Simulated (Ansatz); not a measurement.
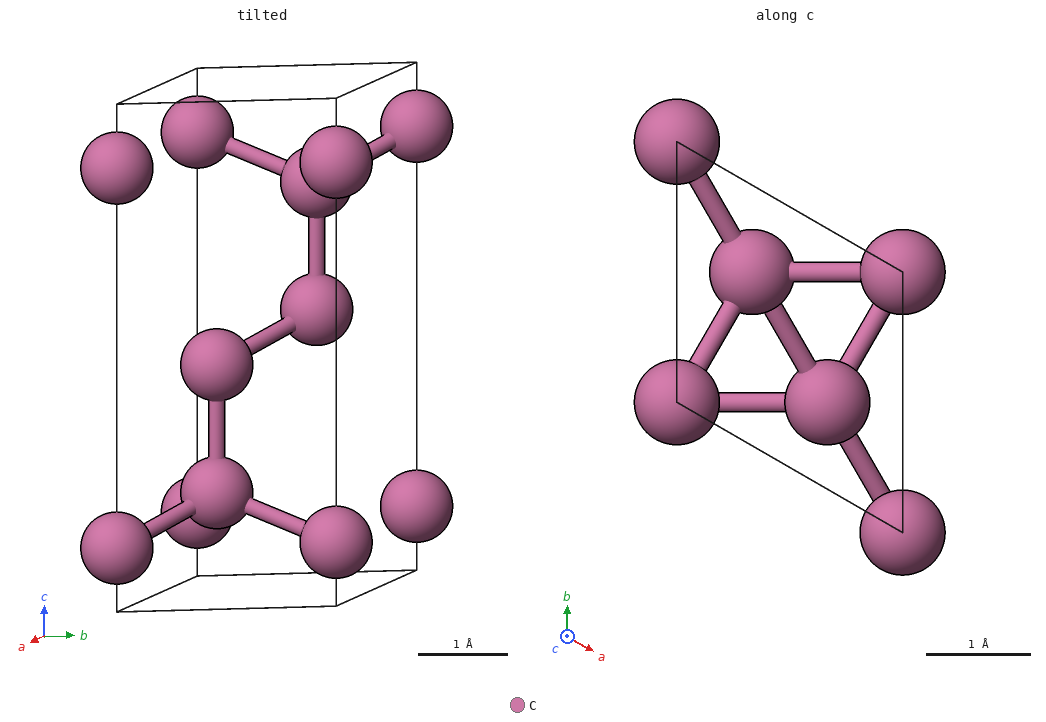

A ball-and-stick rendering, viewed slightly off an axis and along the c axis. Thin lines show the conventional unit cell, with boundary atoms drawn in all their periodic places.

C, space group R-3m (No. 166), a = 2.517 Å, b = 2.517 Å, c = 5.854 Å, α = 90.00°, β = 90.00°, γ = 120.00°. The structure was taken from a structure type filled with this element by a generator (whether the element takes this form wasn't checked). The cell was then strained or its atoms displaced on purpose. It was the input of a calculation with Ansatz.

This one geometry was computed with Ansatz (DFT, plane waves, PAW) at three levels of theory: r2SCAN, HSE06 and PBE. It was relaxed with r2SCAN and then strained.

Q: Which level gives the highest pressure at this volume, and what does that say about its equilibrium volume?

A: Highest: PBE (31.1 GPa), which points to the largest equilibrium volume. Lowest, with the smallest volume: HSE06 (21.2 GPa). Levels within 0.5 GPa of each other can't be told apart.

Q: How does the band gap change with the level of theory?

A: PBE: a gap of 3.96 eV, indirect; r2SCAN: a gap of 4.19 eV, indirect; HSE06: a gap of 5.16 eV, indirect.

Q: Collect the results in a table.

A:
| level | cutoff (eV) | k-mesh of the run's cell | gap (eV) | pressure (GPa) |
| --- | --- | --- | --- | --- |
| r2SCAN | 500 | 12×12×12 | 4.19 | 27.1 |
| HSE06 | 420 | 8×8×8 | 5.16 | 21.2 |
| PBE | 420 | 12×12×12 | 3.96 | 31.1 |

Gaps are taken on the k-mesh or band path of each run.
